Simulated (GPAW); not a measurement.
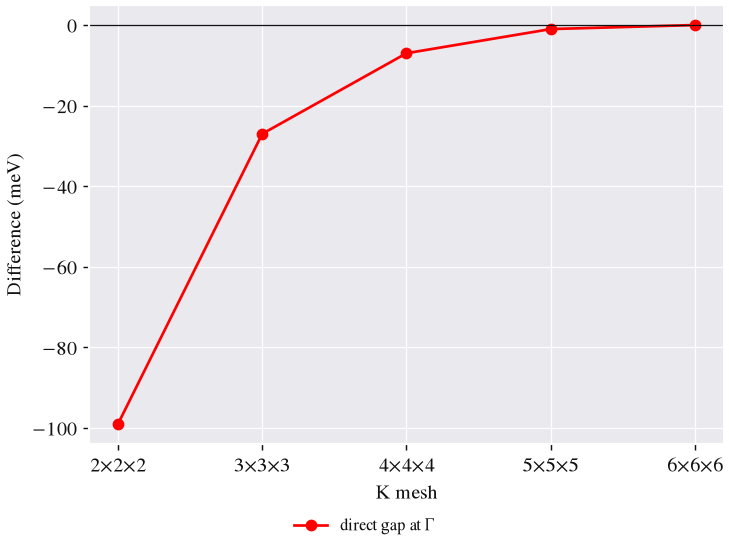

Gaps of zincblende CdTe, space group F-43m (No. 216), 2 atoms in the primitive cell (cubic a = 6.410 Å) as the k mesh is raised, all else fixed. The plot shows differences from the last run. Method: r2SCAN, GPAW PAW data sets (gpaw-data 1.2.1), no spin polarisation, no spin-orbit coupling, 400 eV cutoff, Fermi-Dirac smearing of 0.001 eV (GPAW 26.7.0).

Q: Which k mesh is enough for 10 meV?

A: The direct gap at Γ starts −99 meV from the last run and stays within 10 meV of it from 4×4×4 on.

| k mesh | direct gap at Γ (eV) |
| --- | --- |
| 2×2×2 | 1.265 |
| 3×3×3 | 1.337 |
| 4×4×4 | 1.357 |
| 5×5×5 | 1.363 |
| 6×6×6 | 1.364 |

The PAW data sets were made with another functional. Spin-orbit coupling is left out, which matters for Te. LDA, GGA and most meta-GGA functionals understate gaps.
